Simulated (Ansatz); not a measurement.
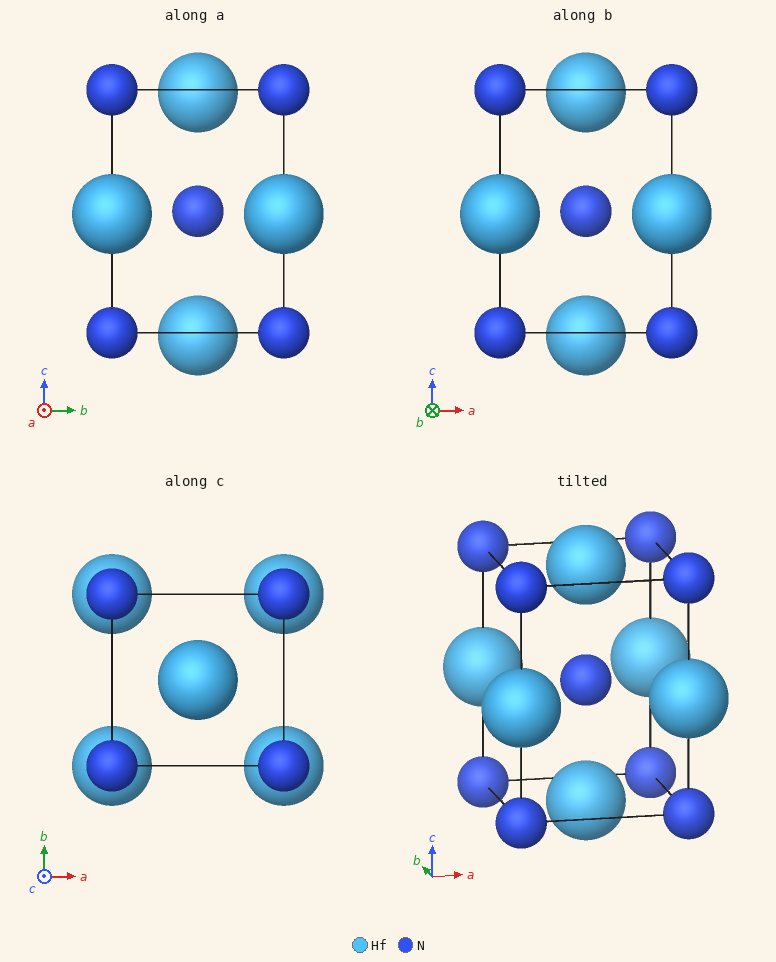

The figure gives a spheres-only picture of the atoms, viewed along the a axis, along the b axis, along the c axis and slightly off an axis. One conventional unit cell is framed, with atoms on its boundary repeated.

Lattice parameters: a = 3.199 Å, b = 3.199 Å, c = 4.525 Å, α = 90.00°, β = 90.00°, γ = 90.00°.

> Put the structure into a table of Wyckoff sites, with free fractional coordinates to two decimals.

Space group I4mm (No. 107).
```json
{"atom": "Hf", "site": "2a", "x": "0.00", "y": "0.00", "z": "0.49"}
{"atom": "N", "site": "2a", "x": "0.00", "y": "0.00", "z": "0.00"}
```

The starting point was a structure type known for this compound. The cell was then strained or its atoms displaced on purpose. Ansatz was used for an electronic-structure calculation on it.
